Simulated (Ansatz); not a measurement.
Run report: LiF, geometry relaxation (part 1 of 2)

System: LiF (2 atoms in the cell).
Method: DFT PBEsol, scalar-relativistic, plane waves, PAW, no spin polarisation (Ansatz 0.2.0).

The structure derives from an entry of the Crystallography Open Database.

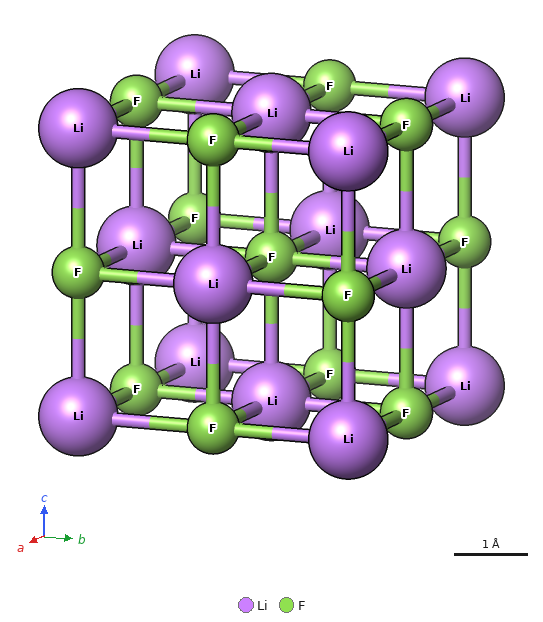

Fig. 1: The input geometry (ball-and-stick view of the cell 4 times as large as that of the calculation, set on its symmetry axes, seen slightly off an axis). Near neighbours in the crystal (not all of them lie inside the picture): Li has 6 F at 2.01 Å; F has 6 Li at 2.01 Å.

The input:
```yaml
crystal:
  lattice:
    - [0.0, 2.014, 2.014]
    - [2.014, 0.0, 2.014]
    - [2.014, 2.014, 0.0]
  atoms:
    - { symbol: Li, position: [0.0, 0.0, 0.0] }
    - { symbol: F, position: [0.5, 0.5, 0.5] }
basis:
  ecutwfc: 420
kpoints:
  mp_grid: { grid: [10, 10, 10] }
hamiltonian:
  xc: pbesol
scf:
  occupations: { method: gaussian, width: 0.02 }
output:
  forces: true
  stress: true
  eigenvalues: true
  write_density: true
  write_potential: true
  elf: true
  volumetric_format: npy
relax:
  adjacent_minimum: "off"
  f_tol: 0.005
  max_steps: 80
  cell: { stress_tol: 0.05 }
```

Hardware: 1 thread of Arm Neoverse V1, 24 GiB of memory available, shared host.

Launch command:
```bash
ansatz run input.yaml --threads 1 --pin off --max-ram 2560MiB --backend cpu --events-out ev --progress --plain --runs-dir out
```

What the program printed:
```
Engine: ansatz 0.2.0, aarch64-unknown-linux-gnu
Pseudopotentials: kind: paw
Pseudopotential: Li, paw, valence charge 3, recommended cutoff 420 eV (normal), Li.paw.azcp
Pseudopotential: F, paw, valence charge 7, recommended cutoff 420 eV (normal), F.paw.azcp
Functional definition: PBEsol
  exchange = pbesol_x
  correlation = pbesol_c
Crystal: 2 atoms, lattice volume = 16.338 Å³
Basis set: ecut = 420 eV, 331 PW (Γ), exchange–correlation on 40×40×40 points (8 copies of the dense FFT grid, shifted against one another)
Bands: 9, of which v1, the nominal top of the filled ones, is band 5 counted from 1 (4 counted from 0)
Symmetry: 48 space group operations
Space group: Fm-3m (ITA 225), of the structure as read, at distance tolerance 2.5e-5 Å
k-points: 47 of 1000
Non-local potential: Li, projectors of the file, l = 0: 3, l = 1: 2, l = 2: 1
Non-local potential: F, projectors of the file, l = 0: 2, l = 1: 2, l = 2: 1
PAW form: soft (Blöchl's): semilocal exchange-correlation on the pseudo side does not see the compensation charge
PAW frozen core: F, regenerated for the run's functional, and the local potential with it (the file was generated under x = pbe(κ = 0.804, μ = 0.2195149727645171), c = pbe(β = 0.06672455060314922))
PAW one-centre angular grid: Li, 110 points (default); XC on 64 Gauss nodes
PAW one-centre angular grid: F, 110 points (default); XC on 64 Gauss nodes
Initial density: superposition of atomic densities (neutral atoms: chi_scale 0, normalization atom), corrected by the library's trained network
Initial wavefunctions: pseudopotential atomic-orbital guess
Functional: x = pbesol(κ = 0.804, μ = 0.12345679012345678), c = pbesol(β = 0.046)
SCF iter   1: F=—  HF=-1006.563728 eV  |F-HF|=—  |Δ(HF+E_count)|=         —  Δρ=1.39e-2  dr2=1.90e-2  ethr=1.77e-3  ⟨swp⟩=5.6  Hψ=2640  notcnv=0
preconditioner: auto → none  [insulator: Δε(μ)=8.770 eV  Ē_g=22.373 eV  σ=0.020 eV  W_gap=1.00  n_scr=0 (ndim 8)  ℏωp=26.0 eV  f_vac=0.000  D(μ)=0.00/eV (n_scr^D=0)  ε∞_Penn≈2.3]
SCF iter   2: F=—  HF=-1006.556434 eV  |F-HF|=—  |Δ(HF+E_count)|=   7.29e-3  Δρ=4.46e-3  dr2=1.45e-3  ethr=1.90e-4  ⟨swp⟩=2.9  Hψ=1163  notcnv=0
SCF iter   3: F=—  HF=-1006.555879 eV  |F-HF|=—  |Δ(HF+E_count)|=   5.55e-4  Δρ=7.76e-4  dr2=5.78e-5  ethr=1.45e-5  ⟨swp⟩=2.6  Hψ=766  notcnv=0
SCF iter   4: F=—  HF=-1006.555861 eV  |F-HF|=—  |Δ(HF+E_count)|=   1.78e-5  Δρ=2.46e-4  dr2=3.80e-6  ethr=5.78e-7  ⟨swp⟩=2.0  Hψ=657  notcnv=0
SCF iter   5: F=—  HF=-1006.555860 eV  |F-HF|=—  |Δ(HF+E_count)|=   9.40e-7  Δρ=3.26e-5  dr2=1.44e-7  ethr=3.80e-8  ⟨swp⟩=2.6  Hψ=619  notcnv=0
SCF iter   6: F=-1006.555860 eV  HF=-1006.555860 eV  |F-HF|=2.09e-9  |Δ(HF+E_count)|=   1.16e-8  Δρ=5.35e-6  dr2=3.89e-9  ethr=1.00e-9  ⟨swp⟩=6.6  Hψ=2005  notcnv=0
SCF 1 converged in 6 iterations: F = -1006.555860 eV  dr2 = 3.89e-9
  greatest PAW one-centre occupation: 1.000 electrons in one spin orbital (limit 2), on the Li atom at site 0 (counted from 0), in its partial waves of l = 0
relax step   1: F+E_penalty+E_count = -1006.55585996 eV  Δ(F+E_penalty+E_count) = +0.000e0 eV  max|allowed force component| = 8.152e-29 eV/Å  Δτ_max = 0.0000 Å  P = -1.058 GPa  Ω = 16.338 Å³  (6 SCF iters, dr2 threshold 1.00e-7 eV, accepted)
Crystal: 2 atoms, lattice volume = 16.265 Å³
Initial density: handed on by an earlier stage of this run
Initial wavefunctions: those handed on with the density
iter 1 solved again at ethr=4.56e-8 eV; its pass at ethr=3.10e-3 eV (dr2=4.56e-6 eV) is discarded
SCF iter   1: F=—  HF=-1006.556609 eV  |F-HF|=—  |Δ(HF+E_count)|=         —  Δρ=2.60e-4  dr2=4.09e-6  ethr=4.56e-8  ⟨swp⟩=2.0  Hψ=3356  notcnv=0
preconditioner: auto → none  [insulator: Δε(μ)=8.955 eV  Ē_g=22.556 eV  σ=0.020 eV  W_gap=1.00  n_scr=0 (ndim 8)  ℏωp=26.0 eV  f_vac=0.000  D(μ)=0.00/eV (n_scr^D=0)  ε∞_Penn≈2.3]
SCF iter   2: F=—  HF=-1006.556627 eV  |F-HF|=—  |Δ(HF+E_count)|=   1.79e-5  Δρ=8.78e-5  dr2=6.56e-7  ethr=4.09e-8  ⟨swp⟩=2.7  Hψ=635  notcnv=0
SCF iter   3: F=—  HF=-1006.556627 eV  |F-HF|=—  |Δ(HF+E_count)|=   5.24e-8  Δρ=5.35e-5  dr2=2.15e-7  ethr=2.00e-9  ⟨swp⟩=8.0  Hψ=2703  notcnv=0
SCF iter   4: F=-1006.556627 eV  HF=-1006.556627 eV  |F-HF|=2.73e-9  |Δ(HF+E_count)|=   2.08e-8  Δρ=6.19e-6  dr2=2.04e-9  ethr=2.00e-9  ⟨swp⟩=7.9  Hψ=2417  notcnv=0
SCF 2 converged in 4 iterations: F = -1006.556627 eV  dr2 = 2.04e-9
relax step   2: F+E_penalty+E_count = -1006.55662671 eV  Δ(F+E_penalty+E_count) = -7.668e-4 eV  max|allowed force component| = 8.353e-30 eV/Å  Δτ_max = 0.0000 Å  P = -0.708 GPa  Ω = 16.265 Å³  energy of the carried Pulay correction = +3.623e-4 eV  (4 SCF iters, dr2 threshold 2.00e-7 eV, accepted)
Crystal: 2 atoms, lattice volume = 16.119 Å³
iter 1 solved again at ethr=1.91e-7 eV; its pass at ethr=3.10e-3 eV (dr2=1.91e-5 eV) is discarded
SCF iter   1: F=—  HF=-1006.557657 eV  |F-HF|=—  |Δ(HF+E_count)|=         —  Δρ=5.34e-4  dr2=1.73e-5  ethr=1.91e-7  ⟨swp⟩=2.0  Hψ=3484  notcnv=0
preconditioner: auto → none  [insulator: Δε(μ)=9.034 eV  Ē_g=22.652 eV  σ=0.020 eV  W_gap=1.00  n_scr=0 (ndim 8)  ℏωp=26.2 eV  f_vac=0.000  D(μ)=0.00/eV (n_scr^D=0)  ε∞_Penn≈2.3]
SCF iter   2: F=—  HF=-1006.557672 eV  |F-HF|=—  |Δ(HF+E_count)|=   1.57e-5  Δρ=1.77e-4  dr2=2.77e-6  ethr=1.73e-7  ⟨swp⟩=2.7  Hψ=630  notcnv=0
SCF iter   3: F=—  HF=-1006.557673 eV  |F-HF|=—  |Δ(HF+E_count)|=   2.56e-7  Δρ=1.12e-4  dr2=9.02e-7  ethr=2.77e-8  ⟨swp⟩=2.0  Hψ=629  notcnv=0
SCF iter   4: F=-1006.557672 eV  HF=-1006.557672 eV  |F-HF|=1.17e-8  |Δ(HF+E_count)|=   3.23e-8  Δρ=1.19e-5  dr2=8.04e-9  ethr=2.00e-9  ⟨swp⟩=4.5  Hψ=1924  notcnv=0
SCF 3 converged in 4 iterations: F = -1006.557672 eV  dr2 = 8.04e-9
relax step   3: F+E_penalty+E_count = -1006.55767248 eV  Δ(F+E_penalty+E_count) = -1.046e-3 eV  max|allowed force component| = 6.385e-30 eV/Å  Δτ_max = 0.0000 Å  P = +0.009 GPa  Ω = 16.119 Å³  energy of the carried Pulay correction = +1.088e-3 eV  (4 SCF iters, dr2 threshold 2.00e-7 eV, accepted)
Initial wavefunctions: pseudopotential atomic-orbital guess (no wavefunctions were taken with the density)
iter 1 solved again at ethr=2.96e-6 eV; its pass at ethr=3.10e-3 eV (dr2=2.96e-4 eV) is discarded
SCF iter   1: F=—  HF=-1006.556571 eV  |F-HF|=—  |Δ(HF+E_count)|=         —  Δρ=1.77e-4  dr2=7.75e-7  ethr=2.96e-6  ⟨swp⟩=1.9  Hψ=3498  notcnv=0
eigensolver tolerance schedule: the retry pair's looser diagonalisation over-reported the residual by 380.84 of it (diagonalisation noise at 0.57 of the residual, at the tolerance the schedule requests for it); recorded, not acted on — ethr = c·dr2/N_el stays at c = 1.0e-1
preconditioner: auto → none  [insulator: Δε(μ)=9.036 eV  Ē_g=22.653 eV  σ=0.020 eV  W_gap=1.00  n_scr=0 (ndim 8)  ℏωp=26.2 eV  f_vac=0.000  D(μ)=0.00/eV (n_scr^D=0)  ε∞_Penn≈2.3]
SCF iter   2: F=—  HF=-1006.556589 eV  |F-HF|=—  |Δ(HF+E_count)|=   1.84e-5  Δρ=7.22e-5  dr2=2.74e-7  ethr=7.75e-9  ⟨swp⟩=2.0  Hψ=612  notcnv=0
SCF iter   3: F=—  HF=-1006.556589 eV  |F-HF|=—  |Δ(HF+E_count)|=   7.25e-8  Δρ=3.80e-5  dr2=3.44e-8  ethr=2.74e-9  ⟨swp⟩=2.4  Hψ=583  notcnv=0
SCF iter   4: F=—  HF=-1006.556589 eV  |F-HF|=—  |Δ(HF+E_count)|=   2.60e-8  Δρ=1.96e-6  dr2=2.75e-10  ethr=3.44e-10  ⟨swp⟩=2.0  Hψ=610  notcnv=0
SCF iter   5: F=—  HF=-1006.556589 eV  |F-HF|=—  |Δ(HF+E_count)|=  3.21e-10  Δρ=7.82e-7  dr2=5.21e-11  ethr=1.00e-12  ⟨swp⟩=5.0  Hψ=1445  notcnv=0
SCF iter   6: F=-1006.556589 eV  HF=-1006.556589 eV  |F-HF|=5.91e-12  |Δ(HF+E_count)|=  1.46e-11  Δρ=2.89e-7  dr2=7.15e-12  ethr=1.00e-12  ⟨swp⟩=4.1  Hψ=1320  notcnv=0
SCF 4 converged in 6 iterations: F = -1006.556589 eV  dr2 = 7.15e-12
relax step   4: F+E_penalty+E_count = -1006.55658922 eV  Δ(F+E_penalty+E_count) = +1.083e-3 eV  max|allowed force component| = 9.606e-30 eV/Å  Δτ_max = 0.0000 Å  P = -0.120 GPa  Ω = 16.119 Å³  stress off target by 1.20e-1 GPa  SCF on the basis re-selected at this cell (its energy is not comparable with the rows above)  (6 SCF iters)
basis re-selected at this cell: Δ(F+E_penalty+E_count) = +1.083e-3 eV, ΔP = -0.129 GPa vs the last step (what re-selecting the basis moved, of the pressure what is left beyond the Pulay correction that the steps carried, after the strain that the cell walked since its last selection, with what the two solves' SCF thresholds leave and, on support functions, any second-order correction that the steps lacked; it is no measure of the basis error at this ecutwfc). This SCF's stress stands 1.20e-1 GPa from its target on what of the cell is left free (relax.cell.stress_tol is 5.00e-2 GPa) and its largest allowed force component is 9.61e-30 eV/Å (relax.f_tol is 5.00e-3 eV/Å): not within both, so this SCF does not close the relaxation
Crystal: 2 atoms, lattice volume = 16.095 Å³
iter 1 solved again at ethr=5.35e-9 eV; its pass at ethr=3.10e-3 eV (dr2=5.35e-7 eV) is discarded
SCF iter   1: F=—  HF=-1006.556702 eV  |F-HF|=—  |Δ(HF+E_count)|=         —  Δρ=8.87e-5  dr2=4.74e-7  ethr=5.35e-9  ⟨swp⟩=2.0  Hψ=3352  notcnv=0
preconditioner: auto → none  [insulator: Δε(μ)=9.049 eV  Ē_g=22.670 eV  σ=0.020 eV  W_gap=1.00  n_scr=0 (ndim 8)  ℏωp=26.2 eV  f_vac=0.000  D(μ)=0.00/eV (n_scr^D=0)  ε∞_Penn≈2.3]
SCF iter   2: F=—  HF=-1006.556720 eV  |F-HF|=—  |Δ(HF+E_count)|=   1.83e-5  Δρ=2.93e-5  dr2=6.61e-8  ethr=4.74e-9  ⟨swp⟩=2.0  Hψ=658  notcnv=0
SCF iter   3: F=-1006.556720 eV  HF=-1006.556720 eV  |F-HF|=6.77e-9  |Δ(HF+E_count)|=   1.06e-8  Δρ=1.54e-5  dr2=1.71e-8  ethr=3.59e-10  ⟨swp⟩=6.6  Hψ=1974  notcnv=0
SCF 5 converged in 3 iterations: F = -1006.556720 eV  dr2 = 1.71e-8
relax step   5: F+E_penalty+E_count = -1006.55672027 eV  Δ(F+E_penalty+E_count) = -1.310e-4 eV  max|allowed force component| = 4.283e-29 eV/Å  Δτ_max = 0.0000 Å  P = -0.005 GPa  Ω = 16.095 Å³  energy of the carried Pulay correction = +1.217e-4 eV  (3 SCF iters, dr2 threshold 3.59e-8 eV, accepted)
iter 1 solved again at ethr=3.12e-6 eV; its pass at ethr=3.10e-3 eV (dr2=3.12e-4 eV) is discarded
SCF iter   1: F=—  HF=-1006.556655 eV  |F-HF|=—  |Δ(HF+E_count)|=         —  Δρ=8.32e-6  dr2=7.20e-9  ethr=3.12e-6  ⟨swp⟩=2.0  Hψ=3508  notcnv=0
eigensolver tolerance schedule: the retry pair's looser diagonalisation over-reported the residual by 43376.19 of it (diagonalisation noise at an unbounded share of the residual, at the tolerance the schedule requests for it); recorded, not acted on — ethr = c·dr2/N_el stays at c = 1.0e-1
preconditioner: auto → none  [insulator: Δε(μ)=9.050 eV  Ē_g=22.670 eV  σ=0.020 eV  W_gap=1.00  n_scr=0 (ndim 8)  ℏωp=26.2 eV  f_vac=0.000  D(μ)=0.00/eV (n_scr^D=0)  ε∞_Penn≈2.3]
SCF iter   2: F=—  HF=-1006.556673 eV  |F-HF|=—  |Δ(HF+E_count)|=   1.84e-5  Δρ=5.28e-6  dr2=2.62e-9  ethr=7.20e-11  ⟨swp⟩=2.7  Hψ=721  notcnv=0
SCF iter   3: F=—  HF=-1006.556673 eV  |F-HF|=—  |Δ(HF+E_count)|=   1.97e-9  Δρ=5.92e-6  dr2=3.00e-9  ethr=2.62e-11  ⟨swp⟩=2.0  Hψ=611  notcnv=0
SCF iter   4: F=—  HF=-1006.556673 eV  |F-HF|=—  |Δ(HF+E_count)|=  9.94e-10  Δρ=6.17e-7  dr2=2.95e-11  ethr=2.62e-11  ⟨swp⟩=2.3  Hψ=568  notcnv=0
SCF iter   5: F=-1006.556673 eV  HF=-1006.556673 eV  |F-HF|=1.82e-12  |Δ(HF+E_count)|=  5.71e-11  Δρ=2.24e-7  dr2=3.32e-12  ethr=1.00e-12  ⟨swp⟩=4.0  Hψ=1296  notcnv=0
SCF 6 converged in 5 iterations: F = -1006.556673 eV  dr2 = 3.32e-12
relax step   6: F+E_penalty+E_count = -1006.55667304 eV  Δ(F+E_penalty+E_count) = +4.723e-5 eV  max|allowed force component| = 5.542e-29 eV/Å  Δτ_max = 0.0000 Å  P = -0.011 GPa  Ω = 16.095 Å³  stress off target by 1.11e-2 GPa  SCF on the basis re-selected at this cell (its energy is not comparable with the rows above)  (5 SCF iters)
```
